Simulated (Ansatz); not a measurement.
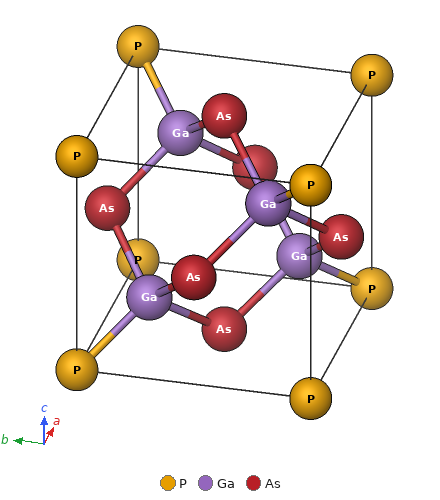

We look at a ball-and-stick model of the crystal from a general direction. The simulation cell is outlined; an atom on or near a face, edge or corner is repeated at each equivalent position.

This input was run:
```yaml
crystal:
  lattice:
    - [5.6115157574, 0.0, 0.0]
    - [0.0, 5.6115157574, 0.0]
    - [0.0, 0.0, 5.6115157574]
  atoms:
    - { symbol: P, position: [0.0, 0.0, 0.0] }
    - { symbol: Ga, position: [0.7543427964, 0.7543427964, 0.7543427964] }
    - { symbol: As, position: [0.5, 0.5, 0.0] }
    - { symbol: Ga, position: [0.2456572036, 0.2456572036, 0.7543427964] }
    - { symbol: As, position: [0.5, 0.0, 0.5] }
    - { symbol: Ga, position: [0.2456572036, 0.7543427964, 0.2456572036] }
    - { symbol: As, position: [0.0, 0.5, 0.5] }
    - { symbol: Ga, position: [0.7543427964, 0.2456572036, 0.2456572036] }
kpoints:
  mp_grid: { grid: [4, 4, 4] }
  band_path:
    path: [[0.0, 0.0, 0.0], [0.0, 0.5, 0.0], [0.5, 0.5, 0.0], [0.5, 0.5, 0.5]]
    npoints: 1
hamiltonian:
  xc: pbe0
scf:
  occupations: { method: fixed }
  n_extra_bands: 6
output:
  forces: true
  stress: true
  eigenvalues: true
```
Run as:
```sh
ansatz run input.yaml --threads 4 --pin off --max-ram 6451MiB --backend cpu --events-out ev --progress --plain --runs-dir out
```

Method used: DFT, PBE0, plane waves, PAW in Ansatz. It ran with E_cut = 420 eV, a 4×4×4 sampling of the Brillouin zone, no spin polarisation.

Question: Predict the gap.

Answer: A semiconductor at this level, with a gap of 2.26 eV, direct.

Question: What is the pressure at this volume?

Answer: The computed pressure is 0.4 GPa (compressed: it would expand).

It derives from a structure type filled with these elements by a generator (whether the compound takes this form wasn't checked). Earlier steps of the study, as a rule a relaxation of our own, may have changed the cell and positions, so they can lie some per cent off the listed ones. It was run through Ansatz as a DFT input.
